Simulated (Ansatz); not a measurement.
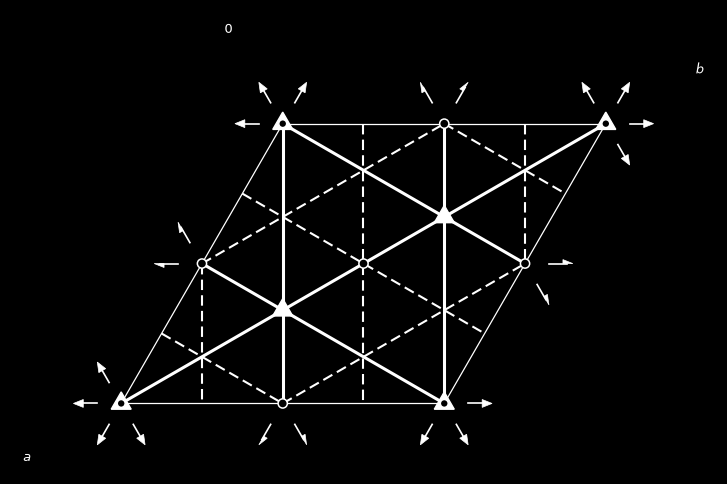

Symmetry elements of a space group, projected down c, computed from the operations of a computed or model structure of composition La2O3.

Symbols follow the International Tables: origin at the upper left, the third axis towards the viewer; heavy, dashed, dotted, dash-dotted and dash-dot-dot lines are mirror, in-plane glide, out-of-plane glide, diagonal (n; with arrows d) and double (e) glide planes seen edge on; arrows at the rim are 2 (full head) and 2₁ (half head) axes in the plane; the corner sign is a plane parallel to the page; fractions are heights. Handed screw axes carry their printed symbol instead of tails.

Which space group is it?

Answer. P-3m1 (No. 164); primitive trigonal (hexagonal lattice), point group -3m, 12 general positions a cell.

List the elements shown.

Answer. −3 axes along c at (0, 0); 3 axes along c at (1/3, 2/3), (2/3, 1/3); inversion centres at (0, 0), (0, 1/2), (1/2, 0), (1/2, 1/2); mirror planes holding c and [1 2 0] or [2 1 0] or [−1 1 0]; in-plane glide planes holding c and [1 2 0] or [2 1 0] or [−1 1 0]; 2 axes along [1 1 0] at height 0; 2 axes along a at height 0; 2 axes along b at height 0; 2₁ axes along [1 1 0] at height 0; 2₁ axes along a at height 0; 2₁ axes along b at height 0. Heights repeat every half period; positions are (a, b) fractions, modulo 1.
